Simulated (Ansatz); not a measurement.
## Au: 5 runs along one coordinate

System: Au (P-1, 2 atoms in the cell).
Method: Kohn-Sham DFT of a periodic cell, PBEsol, Ansatz PAW, no spin polarisation (Ansatz 0.2.0).

The 5 runs differ only in the geometry, by an even scaling of the cell at fixed fractional positions. The structure derives from a Materials Project entry.

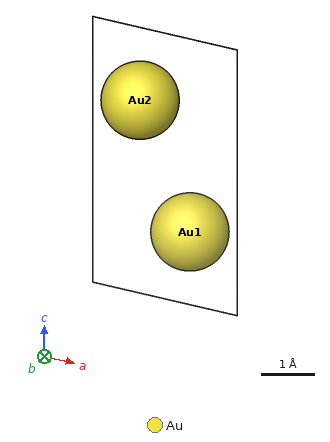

Figure 1. The structure of run 3 (spheres-only view of the cell of the calculation, along the b axis; atoms are numbered from 1 in the order of the input).

### Input of run 3
```yaml
crystal:
  lattice:
    - [2.8154890579, 0.0, 0.0]
    - [-0.0129553469, 2.8201795887, 0.0]
    - [-1.1378916452, -1.1854109603, 4.9240140333]
  atoms:
    - { symbol: Au, position: [0.672862, 0.665962, 0.274055] }
    - { symbol: Au, position: [0.327138, 0.334038, 0.725945] }
hamiltonian:
  xc: pbesol
  pseudopotentials: { kind: paw }
kpoints:
  mp_grid: { grid: [10, 10, 6] }
scf:
  occupations: { method: fermi_dirac, width: 0.05 }
output:
  forces: true
  stress: true
  eigenvalues: true
```

Command:
```bash
ansatz run input.yaml --threads 2 --pin off --max-ram 5632MiB --backend cpu --events-out ev --progress --plain --runs-dir out
```

Run 2 differs from it as follows:
```diff
-    - [2.8154890579, 0.0, 0.0]
-    - [-0.0129553469, 2.8201795887, 0.0]
-    - [-1.1378916452, -1.1854109603, 4.9240140333]
+    - [2.7965925888, 0.0, 0.0]
+    - [-0.0128683956, 2.8012516386, 0.0]
+    - [-1.1302545584, -1.1774549423, 4.8909659635]
```

### Results, with one run withheld

```csv
run,volume per atom (Å³),"free energy per atom, from the lowest run given (meV)",pressure (GPa)
1,18.376,0.00,−0.21
2,19.158,?,?
3,19.549,32.10,−7.98
4,20.331,80.06,−11.50
5,20.722,109.85,−12.88
```

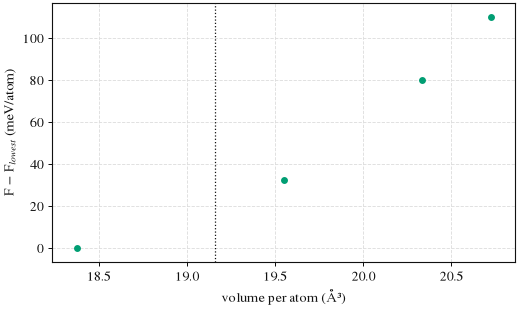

Figure 2. Free energy per atom of the runs given; the dotted line marks run 2.

What should run 2 give?

A quadratic polynomial in V^(−2/3) (the Birch–Murnaghan form), fitted to the 4 runs given, misses them by at most 0.22 meV per atom. With x = V^(−2/3) − 0.13705 Å⁻², it reads F = 40.499 − 11670 x + 8.3732e+05 x² (meV per atom). At run 2 it gives 15.68 meV per atom, and the run itself gives 15.26. The slope of the fit gives a pressure −dF/dV of −5.67 GPa there, and the run prints −5.77 GPa. The two needn't agree exactly: the fit is approximate, and the printed stress is taken on a finite basis. The fit has no minimum inside this range.

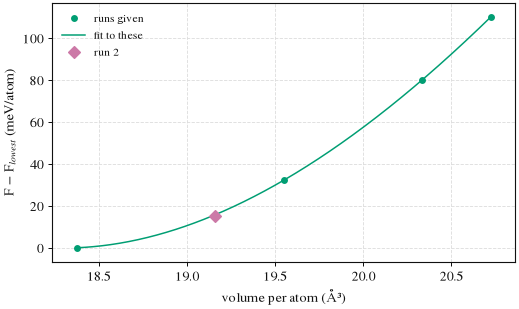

Figure 3. The fit and the withheld run.

### Output, shortened to warnings, some set-up lines, iterations and results (run 2)
```
Basis set: ecut = 420 eV, 751 PW (Γ), exchange–correlation on 40×40×72 points (8 copies of the dense FFT grid, shifted against one another)
Symmetry: 2 space group operations
k-points: 304 of 600
Initial density: superposition of atomic densities (neutral atoms: chi_scale 0, normalization atom), corrected by the library's trained network
[...]
SCF iter   1: F=—  HF=-26013.887480 eV  |F-HF|=—  |Δ(HF+E_count)|=         —  Δρ=6.17e-3  dr2=1.42e-2  ethr=1.77e-3  ⟨swp⟩=5.3  Hψ=26832  notcnv=0
SCF iter   2: F=—  HF=-26013.885350 eV  |F-HF|=—  |Δ(HF+E_count)|=   2.13e-3  Δρ=2.70e-3  dr2=2.52e-3  ethr=3.74e-5  ⟨swp⟩=2.4  Hψ=12792  notcnv=0
SCF iter   3: F=—  HF=-26013.884782 eV  |F-HF|=—  |Δ(HF+E_count)|=   5.68e-4  Δρ=7.10e-4  dr2=1.36e-4  ethr=6.63e-6  ⟨swp⟩=2.0  Hψ=9440  notcnv=0
SCF iter   4: F=—  HF=-26013.884806 eV  |F-HF|=—  |Δ(HF+E_count)|=   2.43e-5  Δρ=1.58e-4  dr2=1.09e-5  ethr=3.57e-7  ⟨swp⟩=2.6  Hψ=11984  notcnv=0
SCF iter   5: F=—  HF=-26013.884802 eV  |F-HF|=—  |Δ(HF+E_count)|=   4.36e-6  Δρ=5.00e-5  dr2=1.60e-6  ethr=2.86e-8  ⟨swp⟩=2.1  Hψ=10288  notcnv=0
SCF iter   6: F=-26013.884802 eV  HF=-26013.884802 eV  |F-HF|=3.49e-8  |Δ(HF+E_count)|=   7.78e-8  Δρ=1.25e-5  dr2=8.22e-8  ethr=2.63e-10  ⟨swp⟩=3.6  Hψ=29907  notcnv=0
SCF 1 converged in 6 iterations: F = -26013.884802 eV  dr2 = 8.22e-8
SCF converged after 6 iterations
Free energy (F): -26013.884802 eV
Harris-Foulkes:  -26013.884802 eV  (|F-HF|=3.49e-8)
Internal energy: -26013.881242 eV  (E = F + TS)
E sigma→0 (E₀):  -26013.883022 eV
Entropy (-TS):   -0.003560 eV (-1.780 meV/atom)
Fermi energy:    17.203120 eV
--- Per-component energies (eV) ---
  E_band       = -524.080512
  E_kinetic    = 1207.845496
  E_local      = -3916.586181  (includes V_loc(G=0)·N_el)
  E_nonlocal   = 155.047500
  E_hartree    = 1652.413453
  E_xc         = -451.979145
  E_vxc        = -547.615052  (∫ρ·V_xc dr)
  E_paw        = -19131.489815  (= ΣΔE_a)
  E_vpaw       = -727.592360  (= ΣTr[D̂ρ^β])
  E_aug_tail   = 0.002766  (compensation charges beyond the density's cutoff)
  E_ewald      = -5529.754274
  E_core_change = 0.618958  (= ΣΔE_core)
  E_smearing   = -0.003560  (= −TS)
  E_closure    = -0.000000  (closes the sum)
  Σ components = -26013.884802   (vs F -26013.884802, Δ=0.00e0)
--- Forces (eV/Å), atoms counted from 1 ---
  atom   1  Au     0.02966574     0.02693930     0.10017850
  atom   2  Au    -0.02966574    -0.02693930    -0.10017850
  max |Σ_I F_I| component: 0.00e0 eV/Å
--- Stress (GPa, compression-positive) ---
       -6.377583       0.249601       0.823643
        0.249601      -6.669054       0.634026
        0.823643       0.634026      -4.260531
  P = ⅓ Tr σ = -5.7691 GPa (-57.691 kbar)
```

Notes: Spin–orbit coupling is left out, which matters for Au.
